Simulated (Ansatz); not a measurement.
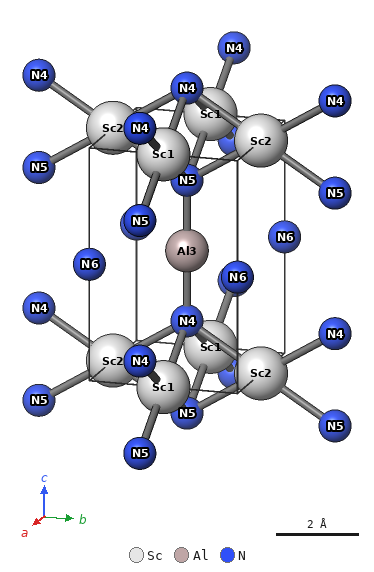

This is the input geometry for a relaxation of a crystal of Sc2AlN3 (a generated structure, set up in P4/mmm). The picture is a ball-and-stick view of the cell of the calculation, seen slightly off an axis.

Level of theory: Ansatz, DFT PBE, scalar-relativistic, plane waves, PAW.

The input:
```yaml
crystal:
  lattice:
    - [3.8057060489, 0.0, 0.0]
    - [0.0, 3.8057060489, 0.0]
    - [0.0, 0.0, 5.9258160155]
  atoms:
    - { symbol: Sc, position: [0.0, 0.5, 0.0] }
    - { symbol: Sc, position: [0.5, 0.0, 0.0] }
    - { symbol: Al, position: [0.5, 0.5, 0.5] }
    - { symbol: "N", position: [0.5, 0.5, 0.1981089512] }
    - { symbol: "N", position: [0.5, 0.5, 0.8018910488] }
    - { symbol: "N", position: [0.0, 0.0, 0.5], spin: 1.3 }
basis:
  ecutwfc: 420
kpoints:
  mp_grid: { grid: [10, 10, 6] }
hamiltonian:
  xc: pbe
scf:
  occupations: { method: gaussian, width: 0.1 }
output:
  forces: true
  stress: true
  eigenvalues: true
  populations: true
magnetization:
  spin_polarized: true
relax:
  adjacent_minimum: "off"
  f_tol: 0.01
  max_steps: 80
  cell: { stress_tol: 0.05 }
```

Run as
```bash
ansatz run input.yaml --threads 1 --pin off --max-ram 2560MiB --backend cpu --events-out ev --progress --plain --runs-dir out
```

> Where does the relaxation end?

The largest moves relative to the cell, 0.010 Å, are those of N4 and N5. N4 goes along +c. Sc and Al stay in place. Cell: a = b 3.806 → 3.793 Å (−0.3 %), c 5.926 → 6.009 Å (+1.4 %). Volume +0.7 %. Among the contacts that change: Al3–N4 1.789 → 1.804 Å, Sc1–Sc2 2.691 → 2.682 Å, Sc1–N4 2.236 → 2.244 Å. The space group stays P4/mmm (No. 123). After 5 accepted moves (7 points after the start) the energy has fallen by 15.6 meV per cell of the calculation. The largest force component goes from 0.17 to under 0.0001 eV/Å. Pressure: 1.37 GPa at the start and 0.00 GPa at the end. The SCF was repeated twice at an unchanged geometry on a basis and grid sized afresh for the cell, which shifted the energy by 1.4 meV per cell of the calculation at most.

Final geometry:

```
CELL_PARAMETERS angstrom
3.79286 0.00000 0.00000
0.00000 3.79286 0.00000
0.00000 0.00000 6.00921
ATOMIC_POSITIONS crystal
Sc 0.00000 0.50000 0.00000
Sc 0.50000 0.00000 0.00000
Al 0.50000 0.50000 0.50000
N 0.50000 0.50000 0.19977
N 0.50000 0.50000 0.80023
N 0.00000 0.00000 0.50000
```

After the run, drawn alike:

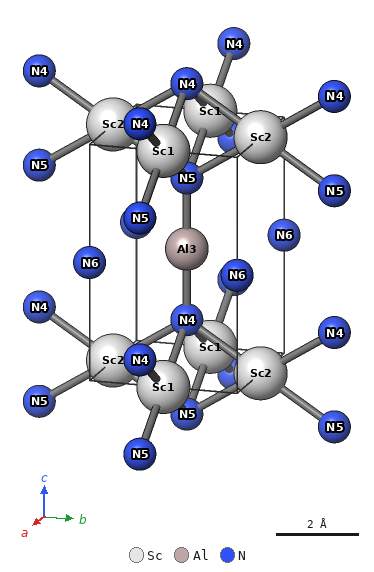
